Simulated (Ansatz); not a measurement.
## Electronic structure of Sr3Cl4 in real space

Input file:

```
crystal:
  lattice:
    - [5.9411195091, 0.0, 0.0]
    - [0.0, 5.9411195091, 0.0]
    - [0.0, 0.0, 5.9411195091]
  atoms:
    - { symbol: Sr, position: [0.5, 0.0, 0.0] }
    - { symbol: Sr, position: [0.0, 0.5, 0.0] }
    - { symbol: Sr, position: [0.0, 0.0, 0.5] }
    - { symbol: Cl, position: [0.0, 0.5, 0.5] }
    - { symbol: Cl, position: [0.5, 0.0, 0.5] }
    - { symbol: Cl, position: [0.5, 0.5, 0.0] }
    - { symbol: Cl, position: [0.0, 0.0, 0.0] }
basis:
  ecutwfc: 420
kpoints:
  mp_grid: { grid: [6, 6, 6] }
hamiltonian:
  xc: pbe
scf:
  occupations: { method: gaussian, width: 0.1 }
output:
  forces: true
  stress: true
  eigenvalues: true
  write_density: true
  write_potential: true
  elf: true
  volumetric_format: npy
relax:
  adjacent_minimum: "off"
  f_tol: 0.01
  max_steps: 80
  cell: { stress_tol: 0.05 }
```

Launched as:

```sh
ansatz run input.yaml --threads 1 --pin off --max-ram 2048MiB --backend cpu --events-out ev --progress --plain --runs-dir out
```

Below, planes, directions and counts refer to the conventional cell (a = 5.97 Å, b = 5.97 Å, c = 5.97 Å, α = 90.00°, β = 90.00°, γ = 90.00°).

The fields are those of the relaxed geometry.

Space group Pm-3m; a structure generated by program, which may or may not match a known phase.

Theory: DFT PBE, scalar-relativistic, plane waves, PAW (Ansatz).

The density is the valence pseudo-density of a PAW calculation; it isn't the true density close to the nuclei.

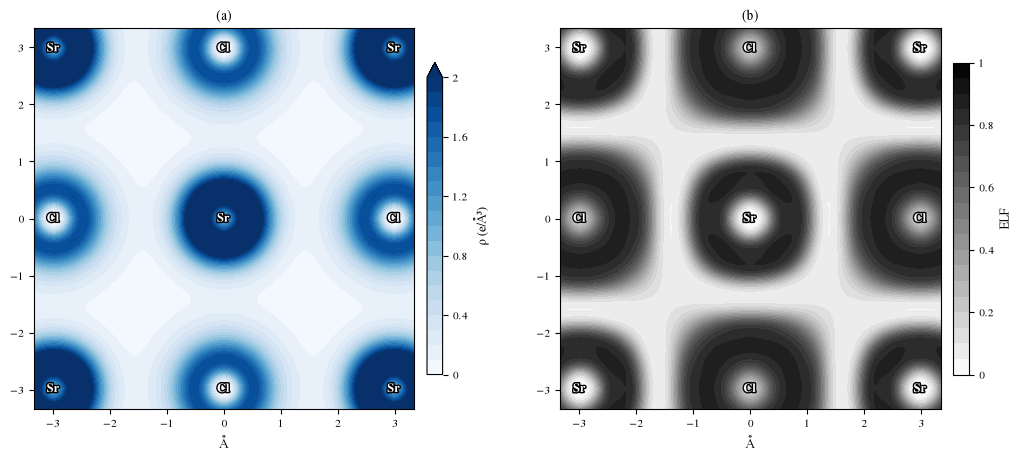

Figure 1. (a) valence electron density; (b) electron localisation function on the (100) plane of the conventional cell.

What does the map show?

Atoms in the plane: Sr and Cl.
Sr–Cl (2.99 Å): ρ is about 0.15 e/Å³ halfway; the ELF is about 0.10 at the midpoint; no localised pair shows between them.
Between the atoms the lowest density in this plane is 0.05 e/Å³.
The features right at Sr lie inside the PAW spheres, where the map follows smoothed inner orbitals and isn't to be read closely.

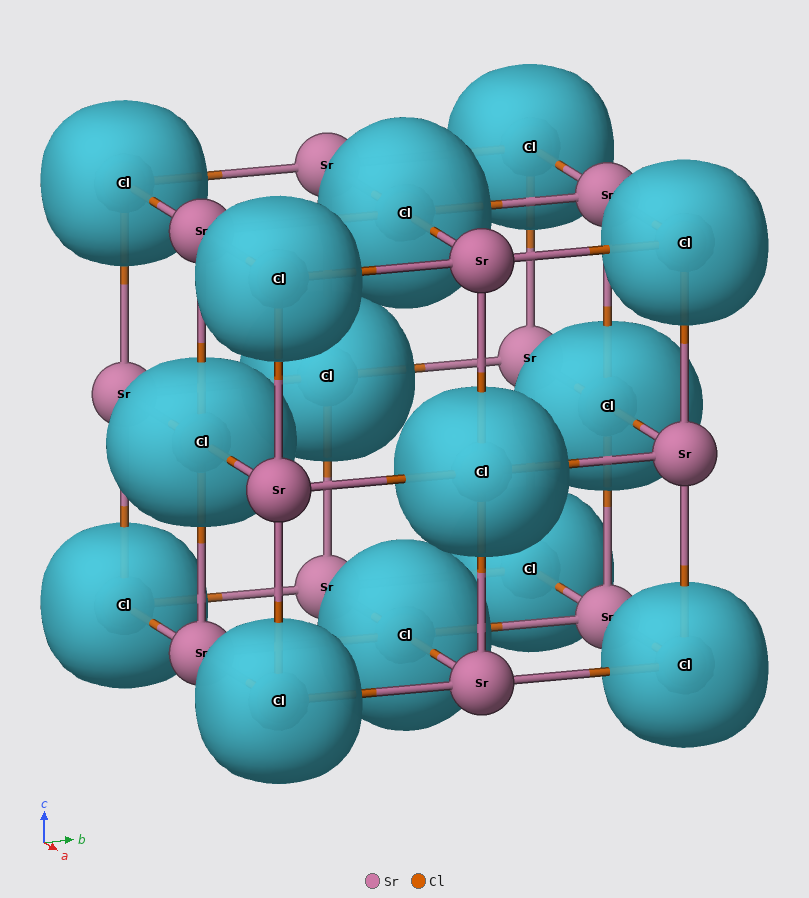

Figure 2. Isosurface of the electron localisation function at 0.7 (cyan), seen slightly off an axis. Only the valence region is drawn (cores and ρ < 0.01 e/Å³ removed). Sticks mark near contacts.

Describe the localisation domains.

The ELF exceeds this value in four regions wrapped around Cl (the valence shell of each), counted in one cell of 7 atoms. Any copies at cell faces, edges or corners count once.

Metal or insulator at this level of theory?

It is gapless in this calculation (a metal or semimetal).
